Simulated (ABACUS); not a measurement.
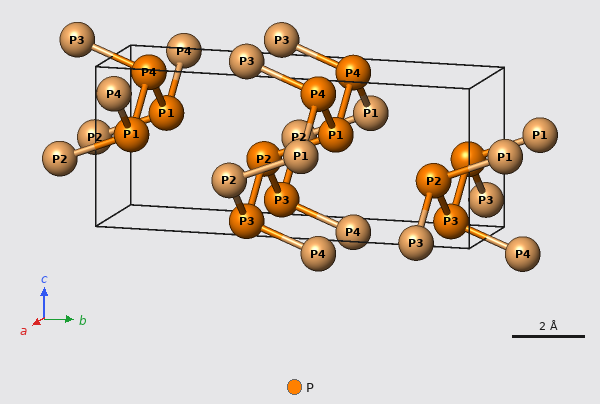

*The structure as given in the input (ball-and-stick view of the cell 2 times as large as that of the calculation, set on its symmetry axes, seen slightly off an axis; neighbours outside the cell are drawn fainter; atoms are numbered from 1 in the order of the input).*

Near neighbours in the crystal (not all of them lie inside the picture): P has 3 P at 2.20 to 2.25 Å.

**P: band-structure run (part 1 of 2)**

- system: P (4 atoms in the cell)
- method: Kohn-Sham DFT of a periodic cell, LDA-PW92, PseudoDojo NC SR 0.4.1 LDA stringent, no spin polarisation (ABACUS 3.10.1)

The structure derives from a Materials Project entry.

**Input**
```
INPUT_PARAMETERS
suffix              P
calculation         scf
basis_type          pw
pseudo_dir          ./
symmetry            1
dft_functional      LDA_X+LDA_C_PW
ecutwfc             49
pseudo_rcut         10
nspin               1
nbands              20
ks_solver           dav
smearing_method     fd
smearing_sigma      0.00367493
scf_thr             1e-08
scf_nmax            100
mixing_type         broyden
mixing_beta         0.7
cal_force           1
cal_stress          1
out_chg             1
kpar                4
```

**File STRU**
```
ATOMIC_SPECIES
P 30.9738 P.upf

LATTICE_CONSTANT
1.8897261246

LATTICE_VECTORS
1.6477431241 -5.4650377251 0.0000000000
1.6477431241 5.4650377251 0.0000000000
0.0000000000 0.0000000000 4.5436355900

ATOMIC_POSITIONS
Direct

P
0.0
4
0.9041431300 0.0958568700 0.5888151700 1 1 1
0.0958568700 0.9041431300 0.4111848300 1 1 1
0.5958568700 0.4041431300 0.0888151700 1 1 1
0.4041431300 0.5958568700 0.9111848300 1 1 1
```

**File KPT**
```
K_POINTS
0
Gamma
6 6 5 0 0 0
```

Run on 4 threads of Intel Xeon (Sapphire Rapids), 16 GiB of memory available, shared host.

Launch command:
```bash
OMP_NUM_THREADS=1 mpirun -np 4 abacus > log
```

**Log**
```
ABACUS v3.10.1

               Atomic-orbital Based Ab-initio Computation at UStc

 ------------------------------------------------------------------------------------

 READING GENERAL INFORMATION
                           global_out_dir = OUT.P/
                           global_in_card = INPUT
                               pseudo_dir = ./
                              orbital_dir =
                                    DSIZE = 4
                                    GSIZE = 1

 READING UNITCELL INFORMATION
                                    ntype = 1
                  lattice constant (Bohr) = 1.88973
              lattice constant (Angstrom) = 1

 READING ATOM TYPE 1
                               atom label = P
                      L=0, number of zeta = 1
                      L=1, number of zeta = 1
                      L=2, number of zeta = 1
             number of atom for this type = 4

                        TOTAL ATOM NUMBER = 4
DIRECT COORDINATES
    atom                   x                   y                   z     mag                  vx                  vy                  vz
taud_P1            0.9041431300        0.0958568700        0.5888151700  0.0000        0.0000000000        0.0000000000        0.0000000000
taud_P2            0.0958568700        0.9041431300        0.4111848300  0.0000        0.0000000000        0.0000000000        0.0000000000
taud_P3            0.5958568700        0.4041431300        0.0888151700  0.0000        0.0000000000        0.0000000000        0.0000000000
taud_P4            0.4041431300        0.5958568700        0.9111848300  0.0000        0.0000000000        0.0000000000        0.0000000000

                          Volume (Bohr^3) = 552.221
                             Volume (A^3) = 81.8306

 Lattice vectors: (Cartesian coordinate: in unit of a_0)
             +1.64774            -5.46504                  +0
             +1.64774            +5.46504                  +0
                   +0                  +0            +4.54364
 Reciprocal vectors: (Cartesian coordinate: in unit of 2 pi/a_0)
            +0.303445          -0.0914907                  +0
            +0.303445          +0.0914907                  -0
                   -0                  -0           +0.220088
 The esolver type has been set to : ksdft_pw

                PAO radial cut off (Bohr) = 10

 Read in pseudopotential file is P.upf
                     pseudopotential type = NC
          exchange-correlation functional = SLAPWNOGXNOGC
                 nonlocal core correction = 1
                        valence electrons = 5
                                     lmax = 2
                           number of zeta = 2
                     number of projectors = 6
                           L of projector = 0
                           L of projector = 0
                           L of projector = 1
                           L of projector = 1
                           L of projector = 2
                           L of projector = 2
 XC functional updated to : LDA_X+LDA_C_PW
          exchange-correlation functional = LDA_X+LDA_C_PW
     initial pseudo atomic orbital number = 16

 SETUP THE ELECTRONS NUMBER
             electron number of element P = 5
       total electron number of element P = 20
            AUTOSET number of electrons:  = 20
                           occupied bands = 10
                                   NBANDS = 20
                                   NLOCAL = 36

 SETUP THE PLANE WAVE BASIS
 energy cutoff for charge/potential (unit:Ry) = 196
            fft grid for charge/potential = [ 50, 50, 40 ]
                        fft grid division = [ 1, 1, 1 ]
        big fft grid for charge/potential = [ 50, 50, 40 ]
                                     nbxx = 100000
                                     nrxx = 100000

 SETUP PLANE WAVES FOR CHARGE/POTENTIAL
                    number of plane waves = 25585
                         number of sticks = 995

 PARALLEL PW FOR CHARGE/POTENTIAL
     PROC   COLUMNS(POT)             PW
        1            995          25585
 --------------- sum -------------------
        1            995          25585
                            number of |g| = 3558
                                  max |g| = 17.7271
                                  min |g| = 0

----------- Double Check Mixing Parameters Begin ------------
mixing_type: broyden
mixing_beta: 0.7
mixing_gg0: 1
mixing_gg0_min: 0.1
mixing_ndim: 8
----------- Double Check Mixing Parameters End ------------

 LATTICE VECTORS: (CARTESIAN COORDINATE: IN UNIT OF A0)
             +1.64774            -5.46504                  +0
             +1.64774            +5.46504                  +0
                   +0                  +0            +4.54364
                       right hand lattice = 1
                                   NORM_A = 5.70804
                                   NORM_B = 5.70804
                                   NORM_C = 4.54364
                           ALPHA (DEGREE) = 90
                           BETA  (DEGREE) = 90
                           GAMMA (DEGREE) = 146.443

 The lattice vectors have been changed (STRU_SIMPLE.cif)

(for optimal symmetric configuration:)
                             BRAVAIS TYPE = 11
                     BRAVAIS LATTICE NAME = 11. Orthorhombic C (base-centered)
                                    ibrav = 11
                                    IBRAV = 11
                                  BRAVAIS = BASE CENTERED ORTHORHOMBIC CELL
                       LATTICE CONSTANT A = 3.29549
                                B/A RATIO = 3.31668
                                C/A RATIO = 1.37875
Original cell was already a primitive cell.
                        ROTATION MATRICES = 8
              PURE POINT GROUP OPERATIONS = 4
                   SPACE GROUP OPERATIONS = 8
                                       C2 = 1
                                       C3 = 0
                                       C4 = 0
                                       C6 = 0
                                       S1 = 1
                                       S3 = 0
                                       S4 = 0
                                       S6 = 0
                              POINT GROUP = C_2h
                                       C2 = 3
                                       C3 = 0
                                       C4 = 0
                                       C6 = 0
                                       S1 = 3
                                       S3 = 0
                                       S4 = 0
                                       S6 = 0
               POINT GROUP IN SPACE GROUP = D_2h

 SETUP K-POINTS
                                    nspin = 1
                   Input type of k points = Monkhorst-Pack(Gamma)
                                   nkstot = 180
                       right hand lattice = 1
(for reciprocal lattice: )
                             BRAVAIS TYPE = 11
                     BRAVAIS LATTICE NAME = 11. Orthorhombic C (base-centered)
                                    ibrav = 11
                       right hand lattice = 1
(for k-lattice: )
                             BRAVAIS TYPE = 11
                     BRAVAIS LATTICE NAME = 11. Orthorhombic C (base-centered)
                                    ibrav = 11
                       right hand lattice = 1
                        ROTATION MATRICES = 8
                               nkstot_ibz = 39
K-POINTS REDUCTION ACCORDING TO SYMMETRY
     IBZ    DIRECT_X    DIRECT_Y    DIRECT_Z  WEIGHT  ibz2bz
       1  0.00000000  0.00000000  0.00000000  0.0056       0
       2  0.16666667  0.00000000  0.00000000  0.0222       1
       3  0.33333333  0.00000000  0.00000000  0.0222       2
       4  0.50000000  0.00000000  0.00000000  0.0111       3
       5  0.16666667  0.16666667  0.00000000  0.0111       7
       6  0.33333333  0.16666667  0.00000000  0.0222       8
       7  0.50000000  0.16666667  0.00000000  0.0222       9
       8 -0.16666667  0.33333333  0.00000000  0.0222      10
       9 -0.16666667  0.16666667  0.00000000  0.0111      11
      10  0.33333333  0.33333333  0.00000000  0.0111      14
      11  0.50000000  0.33333333  0.00000000  0.0222      15
      12 -0.33333333  0.33333333  0.00000000  0.0111      16
      13  0.50000000  0.50000000  0.00000000  0.0056      21
      14  0.00000000  0.00000000  0.20000000  0.0111      36
      15  0.16666667  0.00000000  0.20000000  0.0444      37
      16  0.33333333  0.00000000  0.20000000  0.0444      38
      17  0.50000000  0.00000000  0.20000000  0.0222      39
      18  0.16666667  0.16666667  0.20000000  0.0222      43
      19  0.33333333  0.16666667  0.20000000  0.0444      44
      20  0.50000000  0.16666667  0.20000000  0.0444      45
      21 -0.16666667  0.33333333  0.20000000  0.0444      46
      22 -0.16666667  0.16666667  0.20000000  0.0222      47
      23  0.33333333  0.33333333  0.20000000  0.0222      50
      24  0.50000000  0.33333333  0.20000000  0.0444      51
      25 -0.33333333  0.33333333  0.20000000  0.0222      52
      26  0.50000000  0.50000000  0.20000000  0.0111      57
      27  0.00000000  0.00000000  0.40000000  0.0111      72
      28  0.16666667  0.00000000  0.40000000  0.0444      73
      29  0.33333333  0.00000000  0.40000000  0.0444      74
      30  0.50000000  0.00000000  0.40000000  0.0222      75
[... 9 further k points ...]

                               nkstot now = 39
[... K-POINTS DIRECT COORDINATES: 39 rows ...]

           k-point number in this process = 10
       minimum distributed K point number = 9
[... stars of the k points ...]

[... K-POINTS CARTESIAN COORDINATES: 10 rows ...]

[... K-POINTS DIRECT COORDINATES: 10 rows ...]

 SETUP PLANE WAVES FOR WAVE FUNCTIONS
     energy cutoff for wavefunc (unit:Ry) = 49
              fft grid for wave functions = [ 50, 50, 40 ]
                    number of plane waves = 4183
                         number of sticks = 307

 PARALLEL PW FOR WAVE FUNCTIONS
     PROC   COLUMNS(POT)             PW
        1            307           4183
 --------------- sum -------------------
        1            307           4183

 SETUP NONLOCAL PSEUDOPOTENTIALS IN PLANE WAVE BASIS
 P non-local projectors:
 projector 1 L=0
 projector 2 L=0
 projector 3 L=1
 projector 4 L=1
 projector 5 L=2
 projector 6 L=2
      TOTAL NUMBER OF NONLOCAL PROJECTORS = 72

 Init Non-Local PseudoPotential table :
 Init Non-Local-Pseudopotential done.

                                     npwx = 3233

 Make real space PAO into reciprocal space.
       max mesh points in Pseudopotential = 1001
     dq(describe PAO in reciprocal space) = 0.01
                                    max q = 844

 number of pseudo atomic orbitals for P is 2
WARNING: norm of atomic wavefunction # 2 of atomic type P is 0.999979, renormalized

 -------------------------------------------
 SELF-CONSISTENT
 -------------------------------------------
                                 init_chg = atomic

 PW ALGORITHM --------------- ION=   1  ELEC=   1--------------------------------
 Notice: Threshold on eigenvalues was too large.
 hsover_error=0.2 > DRHO=0.0623417
 Origin diag ethr = 0.01
 New diag ethr = 0.000311709

 Density error is 0.0619526140026
                          Error Threshold = 0.000311708746889
----------------------------------------------------------
     Energy           Rydberg                 eV
----------------------------------------------------------
 E_KohnSham     -55.6239233533       -756.8023027199
 E_Harris       -55.1708865288       -750.6384205038
 E_Fermi        0.4741048162         6.4505269501
----------------------------------------------------------

 PW ALGORITHM --------------- ION=   1  ELEC=   2--------------------------------

 Density error is 0.00425994999706
                          Error Threshold = 0.000309763070013
----------------------------------------------------------
     Energy           Rydberg                 eV
----------------------------------------------------------
 E_KohnSham     -55.6254960994       -756.8237010281
 E_Harris       -55.5529812090       -755.8370853299
 E_Fermi        0.4858120851         6.6098125150
```
